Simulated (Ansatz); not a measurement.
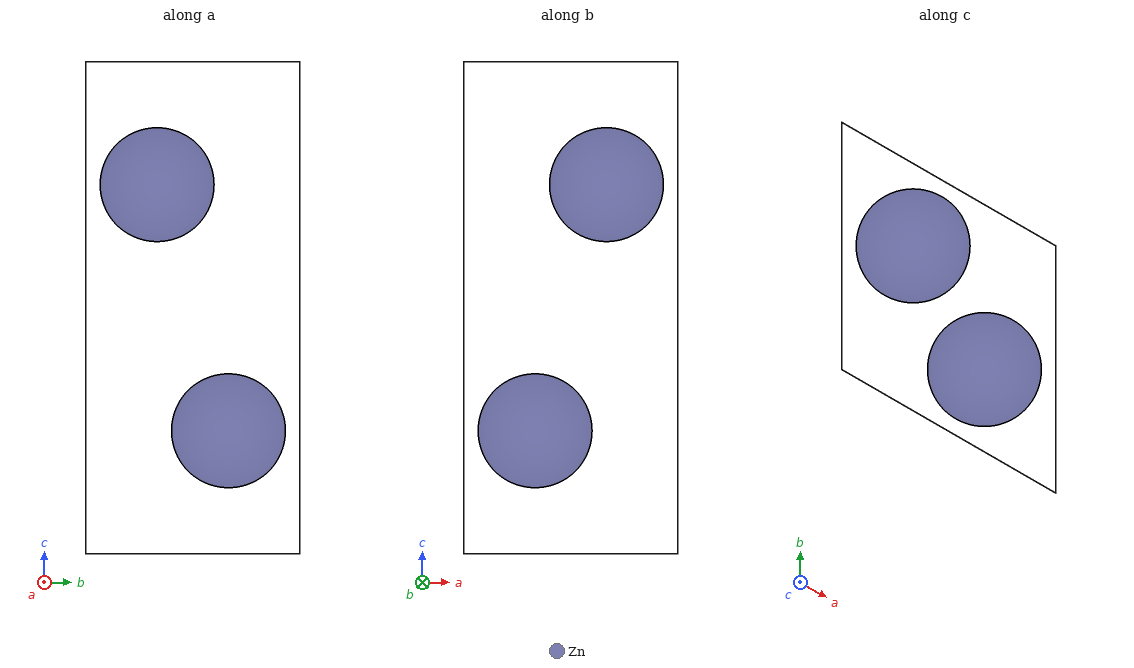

Structure drawing (spheres-only), viewed along the a axis, along the b axis and along the c axis. Atoms at the boundary of the conventional unit cell (the box) are drawn once for each face, edge or corner they touch.

Lattice parameters: a = 2.6094 Å, b = 2.6094 Å, c = 5.1946 Å, α = 90.000°, β = 90.000°, γ = 120.000°.

> Set out the cell and atoms as a CIF with its space group and independent sites.

```cif
data_structure
_symmetry_space_group_name_H-M 'P 63/m m c'
_symmetry_Int_Tables_number 194
_cell_length_a 2.6094
_cell_length_b 2.6094
_cell_length_c 5.1946
_cell_angle_alpha 90.000
_cell_angle_beta 90.000
_cell_angle_gamma 120.000
_cell_volume 30.63
loop_
_atom_site_label
_atom_site_type_symbol
_atom_site_symmetry_multiplicity
_atom_site_Wyckoff_symbol
_atom_site_fract_x
_atom_site_fract_y
_atom_site_fract_z
_atom_site_occupancy
Zn1 Zn 2 c 0.3333 0.6667 0.2500 1
```

The initial geometry was a structure type filled with this element by a generator (whether the element takes this form wasn't checked). The cell was then strained or its atoms displaced on purpose. It was run through Ansatz as a DFT input.
